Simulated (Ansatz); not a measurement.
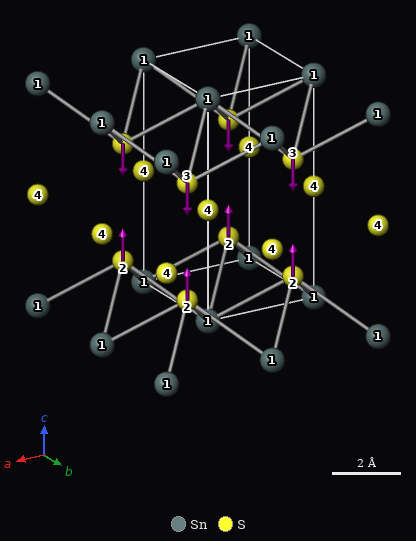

This is a relaxation of crystalline SnS$_{3}$ (a generated structure, set up in P4/mmm) (coarse preliminary run). The starting structure is drawn; purple arrows show the displacements (the part carried along by the change of the cell is left out), 10 times their true length.

Style: ball-and-stick. Shown: the cell of the calculation, repeated 2 × 2 × 1 with one cell outlined, from a free direction.

Level of theory: Ansatz, DFT PBE, scalar-relativistic, plane waves, PAW. Set-up: plane-wave cutoff 420 eV; k-point mesh 6 × 6 × 4; occupations gaussian; smearing width 0.1 eV; no spin polarisation; cell and atoms relaxed; force threshold 0.04 eV/Å; at most 70 steps.

What happened in the run?

The energy falls by 0.846 eV per cell of the calculation in 5 accepted moves (6 points after the start). Largest force component: 0.2 eV/Å at the start, 0.0025 eV/Å at the end. Pressure: −9.20 GPa at the start and 0.00 GPa at the end. At 1 point the geometry stayed and the basis and grid were re-selected for the new cell (energy shift of 1.8 meV per cell of the calculation at most each time). The largest moves relative to the cell, 0.11 Å, are those of S2 and S3. S3 goes along −c. Sn stays in place. The drawn cell changes as follows: a = b 3.694 → 3.347 Å (−9.4 %), c 7.133 → 6.682 Å (−6.3 %); the volume changes by −23.1 %. Among the contacts that change: S2–S4 3.218 → 2.888 Å, Sn1–S2 3.110 → 2.906 Å. The space group stays P4/mmm (No. 123).
